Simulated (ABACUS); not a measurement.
# Band-structure run, with input and output: MoSe₂ (part 2 of 2)

Continued. System: MoSe₂ (P6₃/mmc, 6 atoms in the cell). Method: Kohn-Sham DFT of a periodic cell, LDA, PseudoDojo NC SR 0.4.1 LDA stringent, no spin polarisation (ABACUS 3.10.1); cutoff 1428.6 eV, fermi-dirac of 0.05 eV. The structure derives from an entry of the Crystallography Open Database. It belongs to a series of runs on one base structure; here: bands on the converged density.

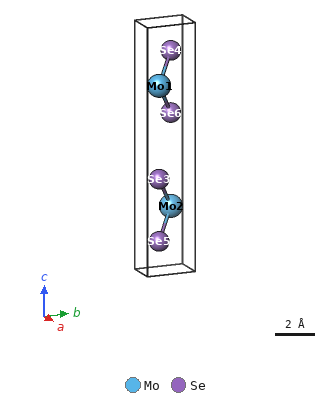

The structure as given in the input (ball-and-stick view of the cell of the calculation, seen slightly off an axis; atoms are numbered from 1 in the order of the input). An atom can appear more than once, as a periodic image.

### Output, continued
```
      50        7.86730      0.0350877
      51        9.87750      0.0350877
      52        10.2107      0.0350877
      53        10.2326      0.0350877
      54        10.5561      0.0350877
      55        10.5740      0.0350877
      56        11.1379      0.0350877
      57        11.3648      0.0350877
      58        11.4091      0.0350877
      59        11.6265      0.0350877
      60        12.3045      0.0350877
      61        12.7032      0.0350877
      62        13.2266      0.0350873
      63        15.5633    1.63824e-17
      64        15.5926    9.11221e-18
      65        15.7418    4.60917e-19
      66        15.8752    3.20293e-20
      67        15.9120    1.53301e-20
      68        15.9396    8.82823e-21
      69        16.0308    1.42593e-21
      70        16.1141    2.69198e-22
      71        19.0172    1.63676e-47
      72        19.4016    7.49662e-51
      73        21.4662    8.75475e-69
      74        21.7524    2.86308e-71
      75        22.2022    3.54692e-75
      76        23.1015    5.47890e-83
      77        23.2010    7.47676e-84
      78        23.6776    5.42614e-88
      79        23.9751        0.00000
      80        24.4523        0.00000
      81        24.5182        0.00000

 3/15 kpoint (Cartesian) = 0.050689 0.029266 0.0000 (14791 pws)
       1       -193.828      0.0350877
       2       -193.828      0.0350877
       3       -193.828      0.0350877
       4       -193.828      0.0350877
       5       -133.898      0.0350877
       6       -133.898      0.0350877
       7       -133.898      0.0350877
       8       -133.898      0.0350877
       9       -133.898      0.0350877
      10       -133.898      0.0350877
      11       -133.898      0.0350877
      12       -133.898      0.0350877
      13       -133.845      0.0350877
      14       -133.845      0.0350877
      15       -133.845      0.0350877
      16       -133.845      0.0350877
      17       -47.7518      0.0350877
      18       -47.7518      0.0350877
      19       -34.6361      0.0350877
      20       -34.6360      0.0350877
      21       -34.6360      0.0350877
      22       -34.6359      0.0350877
      23       -34.6352      0.0350877
      24       -34.6352      0.0350877
      25       -34.6347      0.0350877
      26       -34.6347      0.0350877
      27       -34.5926      0.0350877
      28       -34.5924      0.0350877
      29       -34.5924      0.0350877
      30       -34.5922      0.0350877
      31       -34.5916      0.0350877
      32       -34.5914      0.0350877
      33       -34.5911      0.0350877
      34       -34.5909      0.0350877
      35       -34.5745      0.0350877
      36       -34.5743      0.0350877
      37       -34.5712      0.0350877
      38       -34.5710      0.0350877
      39       -21.9779      0.0350877
      40       -21.9779      0.0350877
      41       -21.8776      0.0350877
      42       -21.8776      0.0350877
      43       -21.8219      0.0350877
      44       -21.8219      0.0350877
      45       -1.33731      0.0350877
      46       -1.11097      0.0350877
      47      -0.405394      0.0350877
      48     -0.0710866      0.0350877
      49        7.15092      0.0350877
      50        8.15887      0.0350877
      51        9.49675      0.0350877
      52        9.60759      0.0350877
      53        9.67064      0.0350877
      54        10.4153      0.0350877
      55        10.8315      0.0350877
      56        10.8647      0.0350877
      57        10.9784      0.0350877
      58        11.0334      0.0350877
      59        11.5890      0.0350877
      60        12.2717      0.0350877
      61        12.5730      0.0350877
      62        12.7120      0.0350877
      63        14.9514    3.38579e-12
      64        15.2155    1.71802e-14
      65        15.5275    3.35453e-17
      66        15.5644    1.60177e-17
      67        15.5871    1.01730e-17
      68        15.7582    3.32038e-19
      69        16.2642    1.33746e-23
      70        16.4379    4.14453e-25
      71        19.9526    1.22756e-55
      72        20.4562    5.19262e-60
      73        21.7530    2.82814e-71
      74        22.2653    1.00339e-75
      75        22.4398    3.06367e-77
      76        22.7219    1.08477e-79
      77        22.9746    6.92911e-82
      78        23.0489    1.56807e-82
      79        23.9541        0.00000
      80        24.3956        0.00000
      81        24.6022        0.00000

 4/15 kpoint (Cartesian) = 0.076034 0.043898 0.0000 (14802 pws)
       1       -193.828      0.0350877
       2       -193.828      0.0350877
       3       -193.828      0.0350877
       4       -193.828      0.0350877
       5       -133.898      0.0350877
       6       -133.898      0.0350877
       7       -133.898      0.0350877
       8       -133.898      0.0350877
       9       -133.898      0.0350877
      10       -133.898      0.0350877
      11       -133.898      0.0350877
      12       -133.898      0.0350877
      13       -133.845      0.0350877
      14       -133.845      0.0350877
      15       -133.845      0.0350877
      16       -133.845      0.0350877
      17       -47.7456      0.0350877
      18       -47.7456      0.0350877
      19       -34.6361      0.0350877
      20       -34.6361      0.0350877
      21       -34.6358      0.0350877
      22       -34.6357      0.0350877
      23       -34.6341      0.0350877
      24       -34.6340      0.0350877
      25       -34.6336      0.0350877
      26       -34.6336      0.0350877
      27       -34.5928      0.0350877
      28       -34.5926      0.0350877
      29       -34.5924      0.0350877
      30       -34.5922      0.0350877
      31       -34.5922      0.0350877
      32       -34.5920      0.0350877
      33       -34.5912      0.0350877
      34       -34.5910      0.0350877
      35       -34.5739      0.0350877
      36       -34.5738      0.0350877
      37       -34.5706      0.0350877
      38       -34.5704      0.0350877
      39       -21.9617      0.0350877
      40       -21.9617      0.0350877
      41       -21.9486      0.0350877
      42       -21.9486      0.0350877
      43       -21.8380      0.0350877
      44       -21.8380      0.0350877
      45      -0.913224      0.0350877
      46      -0.702623      0.0350877
      47      -0.175757      0.0350877
      48       0.109168      0.0350877
      49        7.50675      0.0350877
      50        8.31335      0.0350877
      51        8.93725      0.0350877
      52        9.00724      0.0350877
      53        9.20683      0.0350877
      54        9.60515      0.0350877
      55        10.5422      0.0350877
      56        10.6073      0.0350877
      57        11.2231      0.0350877
      58        11.2854      0.0350877
      59        11.3068      0.0350877
      60        12.0150      0.0350877
      61        12.0806      0.0350877
      62        12.1322      0.0350877
      63        14.5466    1.11030e-08
      64        15.1320    9.13574e-14
      65        15.2955    3.47046e-15
      66        15.3519    1.12401e-15
      67        15.4230    2.70799e-16
      68        16.0892    4.42652e-22
      69        16.5861    2.14172e-26
      70        16.8606    8.84241e-29
      71        20.2968    1.25732e-58
      72        20.7192    2.69557e-62
      73        21.3859    4.36550e-68
      74        21.5812    8.77499e-70
      75        21.6731    1.39829e-70
      76        22.0376    9.53275e-74
      77        22.8343    1.14563e-80
      78        23.0370    1.98726e-82
      79        24.4536        0.00000
      80        24.5921        0.00000
      81        25.4935        0.00000

 5/15 kpoint (Cartesian) = 0.10138 0.058531 0.0000 (14802 pws)
       1       -193.828      0.0350877
       2       -193.828      0.0350877
       3       -193.828      0.0350877
       4       -193.828      0.0350877
       5       -133.898      0.0350877
       6       -133.898      0.0350877
       7       -133.898      0.0350877
       8       -133.898      0.0350877
       9       -133.898      0.0350877
      10       -133.898      0.0350877
      11       -133.898      0.0350877
      12       -133.898      0.0350877
      13       -133.845      0.0350877
      14       -133.845      0.0350877
      15       -133.845      0.0350877
      16       -133.845      0.0350877
      17       -47.7394      0.0350877
      18       -47.7394      0.0350877
      19       -34.6363      0.0350877
      20       -34.6363      0.0350877
      21       -34.6355      0.0350877
      22       -34.6354      0.0350877
      23       -34.6329      0.0350877
      24       -34.6329      0.0350877
      25       -34.6325      0.0350877
      26       -34.6325      0.0350877
      27       -34.5930      0.0350877
      28       -34.5928      0.0350877
      29       -34.5927      0.0350877
      30       -34.5926      0.0350877
      31       -34.5924      0.0350877
      32       -34.5922      0.0350877
      33       -34.5914      0.0350877
      34       -34.5911      0.0350877
      35       -34.5734      0.0350877
      36       -34.5733      0.0350877
      37       -34.5700      0.0350877
      38       -34.5699      0.0350877
      39       -22.0187      0.0350877
      40       -22.0186      0.0350877
      41       -21.9454      0.0350877
      42       -21.9454      0.0350877
      43       -21.8540      0.0350877
      44       -21.8540      0.0350877
      45      -0.425832      0.0350877
      46      -0.246764      0.0350877
      47      0.0861064      0.0350877
      48       0.303478      0.0350877
      49        7.47546      0.0350877
      50        7.85654      0.0350877
      51        8.47542      0.0350877
      52        8.60289      0.0350877
      53        8.82891      0.0350877
      54        9.23842      0.0350877
      55        10.1732      0.0350877
      56        10.2456      0.0350877
      57        11.0288      0.0350877
      58        11.6210      0.0350877
      59        11.6232      0.0350877
      60        11.7132      0.0350877
      61        11.7351      0.0350877
      62        11.9389      0.0350877
      63        14.6373    1.80804e-09
      64        14.8644    1.92570e-11
      65        15.0285    7.23613e-13
      66        15.3883    5.42752e-16
      67        15.6526    2.74824e-18
      68        16.6998    2.20321e-27
      69        16.8039    2.74601e-28
      70        17.1751    1.63947e-31
      71        19.5815    2.05407e-52
      72        20.1872    1.12562e-57
      73        20.5372    1.02762e-60
      74        20.6330    1.51259e-61
      75        20.7373    1.87729e-62
      76        21.9700    3.68669e-73
      77        22.6033    1.16420e-78
      78        23.1493    2.10379e-83
      79        24.0833        0.00000
      80        24.4518        0.00000
      81        25.0170        0.00000

 6/15 kpoint (Cartesian) = 0.12672 0.073164 0.0000 (14812 pws)
       1       -193.828      0.0350877
       2       -193.828      0.0350877
       3       -193.828      0.0350877
       4       -193.828      0.0350877
       5       -133.898      0.0350877
       6       -133.898      0.0350877
       7       -133.898      0.0350877
       8       -133.898      0.0350877
       9       -133.898      0.0350877
      10       -133.898      0.0350877
      11       -133.898      0.0350877
      12       -133.898      0.0350877
      13       -133.845      0.0350877
      14       -133.845      0.0350877
      15       -133.845      0.0350877
      16       -133.845      0.0350877
      17       -47.7349      0.0350877
      18       -47.7349      0.0350877
      19       -34.6364      0.0350877
      20       -34.6364      0.0350877
      21       -34.6353      0.0350877
      22       -34.6352      0.0350877
      23       -34.6321      0.0350877
      24       -34.6320      0.0350877
      25       -34.6317      0.0350877
      26       -34.6317      0.0350877
      27       -34.5932      0.0350877
      28       -34.5931      0.0350877
      29       -34.5930      0.0350877
      30       -34.5929      0.0350877
      31       -34.5924      0.0350877
      32       -34.5922      0.0350877
      33       -34.5914      0.0350877
      34       -34.5912      0.0350877
      35       -34.5730      0.0350877
      36       -34.5729      0.0350877
      37       -34.5695      0.0350877
      38       -34.5694      0.0350877
      39       -22.0694      0.0350877
      40       -22.0694      0.0350877
      41       -21.9334      0.0350877
      42       -21.9334      0.0350877
      43       -21.8657      0.0350877
      44       -21.8657      0.0350877
      45    -0.00463781      0.0350877
      46       0.124457      0.0350877
      47       0.311127      0.0350877
      48       0.449986      0.0350877
      49        7.06746      0.0350877
      50        7.34793      0.0350877
      51        8.04679      0.0350877
      52        8.25687      0.0350877
      53        8.57273      0.0350877
      54        9.22514      0.0350877
      55        9.93288      0.0350877
      56        10.0094      0.0350877
      57        10.9212      0.0350877
      58        11.3049      0.0350877
      59        11.8510      0.0350877
      60        11.9069      0.0350877
      61        12.0795      0.0350877
      62        12.0890      0.0350877
      63        14.7640    1.43521e-10
      64        14.8494    2.59894e-11
      65        14.9327    4.91808e-12
      66        15.3820    6.15004e-16
      67        15.9693    4.87631e-21
      68        16.9134    3.07285e-29
      69        17.1333    3.78360e-31
      70        17.3526    4.70223e-33
      71        18.4863    6.69240e-43
      72        19.1605    9.32691e-49
      73        19.9901    5.80126e-56
      74        20.5158    1.57431e-60
      75        20.5465    8.52184e-61
      76        21.7539    2.77789e-71
      77        21.8598    3.33602e-72
      78        22.5867    1.61988e-78
      79        23.6416    1.11524e-87
      80        23.8957        0.00000
      81        24.9988        0.00000

[... levels at 9 further k points ...]

 --------------------------------------------
 !FINAL_ETOT_IS -41000.52697070732 eV
 --------------------------------------------

 Output bands in file: OUT.MoSe2/BANDS_1.dat
```

### Standard output
```
ABACUS v3.10.1

               Atomic-orbital Based Ab-initio Computation at UStc
Local thread limit: 96

 dft_functional readin is: pz
 dft_functional in pseudopot file is: SLAPWNOGXNOGC
 Please make sure this is what you need
 dft_functional readin is: pz
 dft_functional in pseudopot file is: SLAPWNOGXNOGC
 Please make sure this is what you need

%%%%%%%%%%%%%%%%%%%%%%%%%%%%%%%%%%%%%%%%%%%%%%%%%%%%%%%%%%%%%%%%%%%%%%%%%%%%%%%%%%%%%%%%%%%%%%%%%%%%%%%%%
 Warning: the number of valence electrons in pseudopotential > 6 for Mo: [Kr] 4d5 5s1
 Warning: the number of valence electrons in pseudopotential > 6 for Se: [Ar] 3d10 4s2 4p4
 Pseudopotentials with additional electrons can yield (more) accurate outcomes, but may be less efficient.
 If you're confident that your chosen pseudopotential is appropriate, you can safely ignore this warning.
%%%%%%%%%%%%%%%%%%%%%%%%%%%%%%%%%%%%%%%%%%%%%%%%%%%%%%%%%%%%%%%%%%%%%%%%%%%%%%%%%%%%%%%%%%%%%%%%%%%%%%%%%

 UNIFORM GRID DIM        : 45 * 45 * 160
 UNIFORM GRID DIM(BIG)   : 45 * 45 * 160
 ---------------------------------------------------------
 ---------------------------------------------------------
 SPIN    KPOINTS         PROCESSORS  THREADS
 1       57              4           4
 ---------------------------------------------------------
 Use plane wave basis
 ---------------------------------------------------------
 ELEMENT NATOM       XC
 Mo      2
 Se      4
 ---------------------------------------------------------
 Initial plane wave basis and FFT box
 ---------------------------------------------------------
 -------------------------------------------
 NONSELF-CONSISTENT :
 -------------------------------------------
 START CHARGE      : file
 ITER       ETOT/eV          EDIFF/eV         DRHO     TIME/s
 DA1     -4.10005270e+04   0.00000000e+00   0.0000e+00 165.88
```

The run was set up as follows.

### Input
```
INPUT_PARAMETERS
suffix              MoSe2
calculation         nscf
basis_type          pw
pseudo_dir          ./
symmetry            -1
dft_functional      pz
ecutwfc             105.0
pseudo_rcut         7
nspin               1
nbands              81
ks_solver           dav
smearing_method     fd
smearing_sigma      0.00367493
scf_thr             1e-08
scf_nmax            100
mixing_type         broyden
mixing_beta         0.7
init_chg            file
pw_diag_thr         1e-07
out_band            1
kpar                4
```

### File STRU
```
ATOMIC_SPECIES
Mo 95.9500 Mo.upf
Se 78.9710 Se.upf

LATTICE_CONSTANT
1.8897261246

LATTICE_VECTORS
3.2880000000 0.0000000000 0.0000000000
-1.6440000000 2.8474915276 0.0000000000
0.0000000000 0.0000000000 12.9000000000

ATOMIC_POSITIONS
Direct

Mo
0.0
2
0.6666666667 0.3333333333 0.7500000000 1 1 1
0.3333333333 0.6666666667 0.2500000000 1 1 1

Se
0.0
4
0.6666666667 0.3333333333 0.3750000000 1 1 1
0.3333333333 0.6666666667 0.8750000000 1 1 1
0.6666666667 0.3333333333 0.1250000000 1 1 1
0.3333333333 0.6666666667 0.6250000000 1 1 1
```

### File KPT
```
K_POINTS
12
Line
0.00000000 0.00000000 0.00000000 6 // G
0.50000000 0.00000000 0.00000000 6 // M
0.33333333 0.33333333 0.00000000 6 // K
0.00000000 0.00000000 0.00000000 6 // G
0.00000000 0.00000000 0.50000000 6 // A
0.50000000 0.00000000 0.50000000 6 // L
0.33333333 0.33333333 0.50000000 6 // H
0.00000000 0.00000000 0.50000000 1 // A
0.50000000 0.00000000 0.50000000 6 // L
0.50000000 0.00000000 0.00000000 1 // M
0.33333333 0.33333333 0.00000000 6 // K
0.33333333 0.33333333 0.50000000 1 // H
```

Run as:
```bash
OMP_NUM_THREADS=1 mpirun -np 4 abacus > log
```

### Summary

```tsv
quantity	value
outcome	converged
space group (tolerance 0.01 Å)	P6₃/mmc (194)
electrons treated	124
gap on the band path	0.83 eV
hardware	4 threads of Intel Xeon @ 2.50GHz (Skylake/Cascade Lake), 32 GiB of memory available, shared host
wall time	2.8 min (CPU time 11 min)
peak memory	2.5 GiB
```
